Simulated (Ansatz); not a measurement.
CO2: geometry relaxation (part 3 of 3)

The same run, continued: CO2 (6 atoms in the cell); DFT PBE+D3(BJ), scalar-relativistic, plane waves, PAW, no spin polarisation (Ansatz 0.2.0); cutoff 420 eV, 6×6×4 k-mesh, Gaussian smearing of 0.02 eV. The structure derives from a Materials Project entry.

Geometry of the input (Å; fractional positions):
```
2.6359  -2.3874  0.0000
2.6359  2.3874  0.0000
0.0000  0.0000  6.5872
C  0.0000  0.0000  0.0000
C  0.5000  0.5000  0.5000
O  0.8065  0.1935  0.8918
O  0.1935  0.8065  0.1082
O  0.6935  0.3065  0.3918
O  0.3065  0.6935  0.6082
```

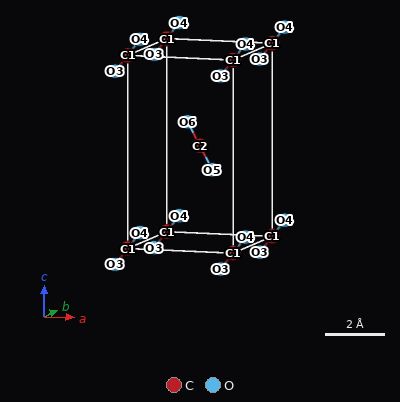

**Figure 1.** The geometry at step 18 of the log (ball-and-stick view of the cell of the calculation, seen slightly off an axis; atoms are numbered from 1 in the order of the input).

Trajectory as extended XYZ, continued
```
6
Lattice="2.7926 -2.5127 0.0000 2.7926 2.5127 0.0000 0.0000 0.0000 6.7492" Properties=species:S:1:pos:R:3:forces:R:3 step=17 energy=-2770.18208 pressure_GPa=0.00
C     0.0000    0.0000    0.0000    0.0000   0.0000   0.0000
C     2.7926    0.0000    3.3746    0.0000   0.0000   0.0000
O     2.7926   -1.5756    6.0502    0.0000   0.0029  -0.0014
O     2.7926    1.5756    0.6990    0.0000  -0.0029   0.0014
O     2.7926   -0.9371    2.6756    0.0000  -0.0029  -0.0014
O     2.7926    0.9371    4.0736    0.0000   0.0029   0.0014
6
Lattice="2.7956 -2.5133 0.0000 2.7956 2.5133 0.0000 0.0000 0.0000 6.7430" Properties=species:S:1:pos:R:3:forces:R:3 step=18 energy=-2770.18188 pressure_GPa=-0.01
C     0.0000    0.0000    0.0000    0.0000   0.0000   0.0000
C     2.7956    0.0000    3.3715    0.0000   0.0000   0.0000
O     2.7956   -1.5747    6.0459    0.0000   0.0006  -0.0003
O     2.7956    1.5747    0.6971    0.0000  -0.0006   0.0003
O     2.7956   -0.9386    2.6744    0.0000  -0.0006  -0.0003
O     2.7956    0.9386    4.0686    0.0000   0.0006   0.0003
6
Lattice="2.7956 -2.5133 0.0000 2.7956 2.5133 0.0000 0.0000 0.0000 6.7430" Properties=species:S:1:pos:R:3:forces:R:3 step=19 energy=-2770.18446 pressure_GPa=0.00
C     0.0000    0.0000    0.0000    0.0000   0.0000   0.0000
C     2.7956    0.0000    3.3715    0.0000   0.0000   0.0000
O     2.7956   -1.5747    6.0459    0.0000   0.0004  -0.0003
O     2.7956    1.5747    0.6971    0.0000  -0.0004   0.0003
O     2.7956   -0.9386    2.6744    0.0000  -0.0004  -0.0003
O     2.7956    0.9386    4.0686    0.0000   0.0004   0.0003
```
